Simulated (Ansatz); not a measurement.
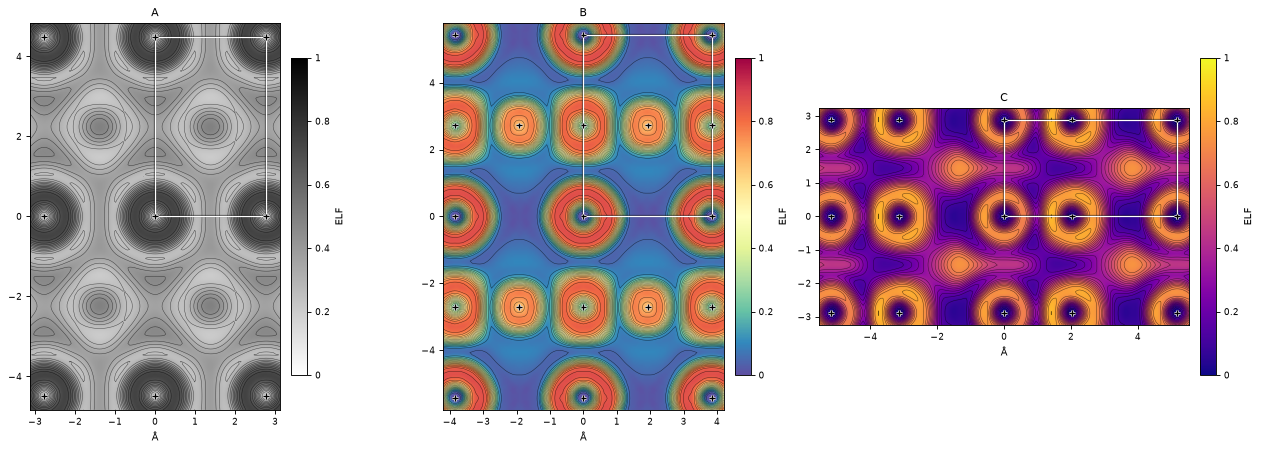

The ELF of 3 systems, each on a plane through atoms (crosses mark nuclei in the plane).

These are results of DFT PBEsol, scalar-relativistic, plane waves, PAW in Ansatz, not measurements.

System 1: SrVO3, the (11̄0) plane of the conventional cell. Space group Pm-3m; changed on purpose from its base cell (volume × 1.03); computed pressure about −6 GPa in this cell; spin-polarised.

```xyz
5
Lattice="3.8480 0.0000 0.0000 0.0000 3.8480 0.0000 0.0000 0.0000 3.8480" Properties=species:S:1:pos:R:3 pbc="T T T"
Sr    1.9240    1.9240    1.9240
V     0.0000    0.0000    0.0000
O     1.9240    0.0000    0.0000
O     0.0000    1.9240    0.0000
O     0.0000    0.0000    1.9240
```

System 2: Re, the (010) plane of the conventional cell. Space group P6₃/mmc; changed on purpose from its base cell (volume × 1.03, shape and atoms relaxed); computed pressure about −11 GPa in this cell; computed without spin polarisation.

```yaml
crystal:
  lattice:
    - [2.77760, 0.00000, 0.00000]
    - [-1.38880, 2.40547, 0.00000]
    - [0.00000, 0.00000, 4.48720]
  atoms:
    - { symbol: Re, position: [0.33333, 0.66667, 0.25000] }
    - { symbol: Re, position: [0.66667, 0.33333, 0.75000] }
```

System 3: TaN, the (010) plane of the conventional cell. Space group P-62m.

```
Ta N
1.0
     5.17892    0.00000    0.00000
    -2.58946    4.48508    0.00000
     0.00000    0.00000    2.89600
Ta N
3 3
Direct
  0.33333 0.66667 0.50000
  0.66667 0.33333 0.50000
  0.00000 0.00000 0.00000
  0.39337 0.00000 0.00000
  0.60663 0.60663 0.00000
  0.00000 0.39337 0.00000
```

### Which map belongs to which system?

Panel A is system 2, Re: the plane holds Re. Re–Re (2.78 Å): the ELF is about 0.40 at the midpoint. Panel B is system 1, SrVO3: the plane holds Sr, V and O. V–O (1.92 Å): the ELF peaks at about 0.80 in the valence shell of O, 0.6 Å from its nucleus, and is about 0.20 at the midpoint (no localised pair shows between them). Panel C is system 3, TaN: the plane holds Ta and N. Ta–N (2.04 Å): the ELF peaks at about 0.85 in the valence shell of N, 0.6 Å from its nucleus, and is about 0.30 at the midpoint.
